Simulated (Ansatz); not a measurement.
Take the following structure.

```
Pb S
1.0
     4.06047    0.00000    0.00000
    -2.03024    3.51647    0.00000
     0.00000    0.00000    3.78524
Pb S
1 1
Direct
  0.00000 0.00000 0.00000
  0.66667 0.33333 0.50000
```

Question: Work out the structure from the coordinates.

Answer: It has the composition PbS. It is primitive hexagonal, space group P-6m2 (No. 187). In terms of structure types, this is tungsten carbide (WC) type. One cell contains 1 Pb, 1 S, 2 atoms in all. The Pb atoms are each bonded to six S in a trigonal prismatic arrangement at 3.01 Å. S bonds to six Pb in a trigonal prismatic arrangement at 3.01 Å. The bonds build a three-dimensional framework.

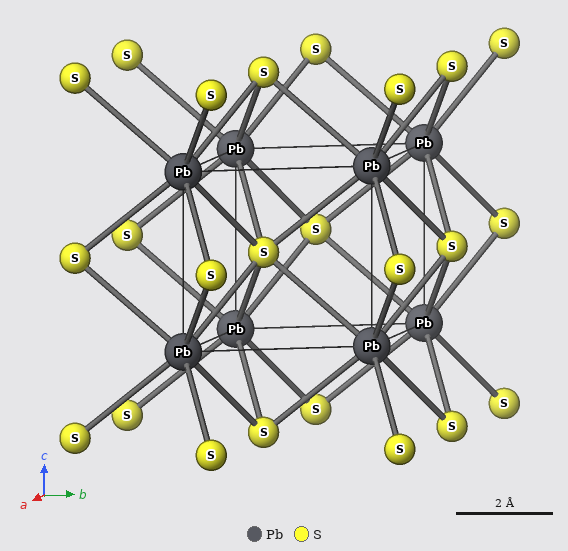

The crystal in a ball-and-stick representation, seen slightly off an axis. The edges of the conventional unit cell are marked. Every bond is drawn to its end, so some atoms lie outside the box. Colours: lead dark grey, sulfur yellow.

It derives from a structure listed in the Materials Project. It was relaxed at fixed volume with DFT PBE+D3(BJ), scalar-relativistic, plane waves, PAW in Ansatz 0.2.0.
